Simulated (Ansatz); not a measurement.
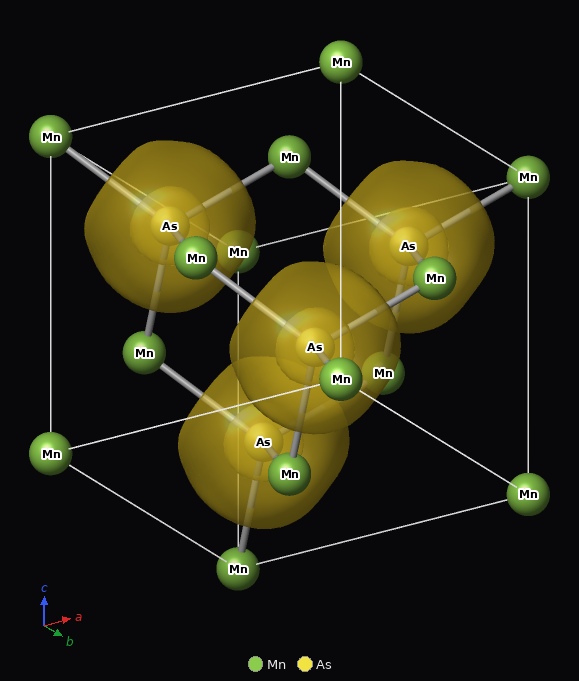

Figure. MnAs. Isosurface of the electron localisation function at 0.55 (yellow), seen at an oblique angle. Core shells and regions of very low density are left out. Sticks mark near contacts.

Space group F-43m; started from the zincblende prototype, which need not be the ambient phase; changed on purpose from its base cell (volume × 1.040); spin-polarised.

Level of theory: DFT PBE, scalar-relativistic, plane waves, PAW (Ansatz 0.2.0).

```
Mn As
1.0
     5.73439    0.00000    0.00000
     0.00000    0.00000   -5.73439
     0.00000    5.73439    0.00000
Mn As
4 4
Cartesian
  2.8672 0.0000 -2.8672
  0.0000 2.8672 -2.8672
  0.0000 0.0000 0.0000
  2.8672 2.8672 0.0000
  1.4336 1.4336 -4.3008
  4.3008 4.3008 -4.3008
  4.3008 1.4336 -1.4336
  1.4336 4.3008 -1.4336
```

Question: What do the ELF domains correspond to?

Answer: The ELF exceeds this value in four regions wrapped around As (the valence shell of each), counted in one cell of 8 atoms. Any copies at cell faces, edges or corners count once. Profiles from the grid: Mn–As (2.48 Å): the ELF is about 0.60 at the midpoint.
